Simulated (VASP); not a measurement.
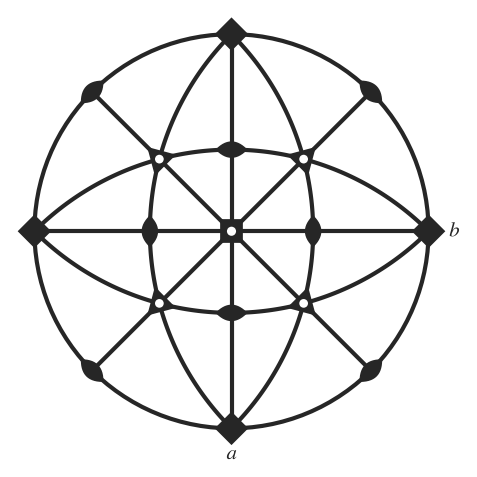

Stereographic projection: heavy lines are mirror planes (a heavy rim: a mirror in the plane of the page); lens, triangle, square and hexagon are 2-, 3-, 4- and 6-fold axes, a lens in an open square is −4, a triangle in an open hexagon −6; thin dashed diameters join the ends of axes that lie in the page; a small open circle marks inversion. The c axis points at the viewer. Computed from the symmetry operations of a computed or model structure of composition C.

Question: Which point group is this?

Answer: m-3m (Oh), order 48, cubic system: three fourfold axes, four threefold axes, six twofold axes, nine mirror planes, an inversion centre.

Question: Which physical properties does it allow?

Answer: It is centrosymmetric, so neither piezoelectric nor pyroelectric; it is not chiral.
